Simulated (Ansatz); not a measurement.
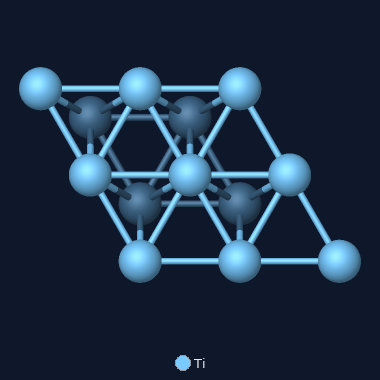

The system is S on a Ti(001) slab cut from the P6_3/mmc phase, its upper half relaxed before the scan (16 atoms of substrate and one adsorbate in a 2 × 2 cell); the picture shows it without the atoms that are moved over the map. S is moved over the surface cell; relaxed at each place: the height of the adsorbate's atoms; substrate rigid; the origin of the map has the adsorbate above Ti13. Places are given modulo a cell vector. The map is drawn in real space over the plane of the surface. The grid has 6 × 6 points; 10 points were computed and 26 follow by symmetry. Places are given in fractions of the 1 × 1 surface cell. Energies are in eV, from the lowest grid point. The calculation used DFT PBE, scalar-relativistic, plane waves, PAW in Ansatz 0.2.0. Settings: cutoff 420 eV, k-mesh 6×6×1, gaussian smearing 0.1 eV, no spin polarisation.

Range: position of S17 along the first surface vector from 0.000 to 0.833; position of S17 along the second surface vector from 0.000 to 0.833.

### What will the energy surface look like?

The lowest grid point is at a threefold hollow, (4/6, 2/6) of the cell vectors. A higher local minimum lies near a threefold hollow over a second-layer Ti atom, (2/6, 4/6) of the cell vectors (0.10 eV above the lowest at that grid point). The highest grid point, the top site over a surface Ti atom, (0/6, 0/6) of the cell vectors, lies 1.39 eV above the lowest. On the interpolated surface the easiest way out of the lowest well to the well at a threefold hollow over a second-layer Ti atom, (2/6, 4/6) of the cell vectors passes a barrier of about 0.18 eV. At the lowest point the adsorbate has 3 Ti at 2.40 Å as nearest neighbours, at the highest 1 Ti at 2.16 Å. Its relaxed height above the top atom is 1.70 Å at the lowest and 2.16 Å at the highest point.

| second ↓, first → | 0/6 | 1/6 | 2/6 | 3/6 | 4/6 | 5/6 |
| --- | --- | --- | --- | --- | --- | --- |
| 5/6 | 1.21 | 0.85 | 0.28 | 0.28 | 0.85 | 1.21 |
| 4/6 | 0.67 | 0.28 | 0.10 | 0.28 | 0.67 | 0.84 |
| 3/6 | 0.18 | 0.28 | 0.28 | 0.18 | 0.24 | 0.24 |
| 2/6 | 0.67 | 0.85 | 0.67 | 0.24 | 0.00 | 0.24 |
| 1/6 | 1.21 | 1.21 | 0.84 | 0.24 | 0.24 | 0.84 |
| 0/6 | 1.39 | 1.21 | 0.67 | 0.18 | 0.67 | 1.21 |

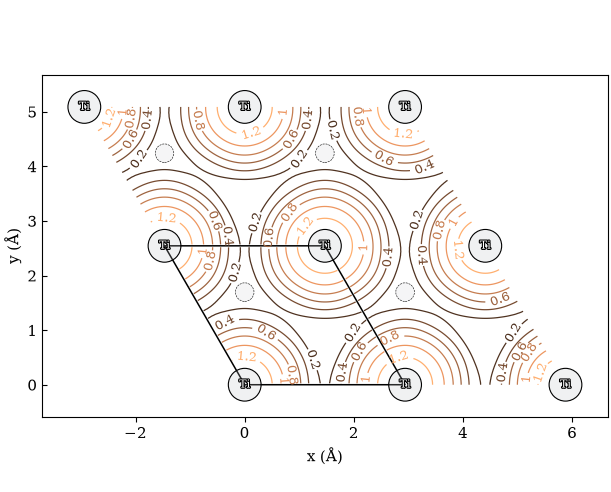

The picture shows contour lines labelled in eV, labelled circles for the atoms of the top layer and small ones for the second layer, the outline of one cell of the 2 × 2 shown. Between grid points the surface is interpolated.

Each point was launched as `ansatz run input.yaml --threads 4 --pin off --max-ram 12288MiB --backend cpu --events-out ev --progress --plain --runs-dir out`. Time for the 10 points that were run: 18 min on 4 threads of Arm Neoverse V2, with other jobs on the host.

PAW datasets: the set soft_1.
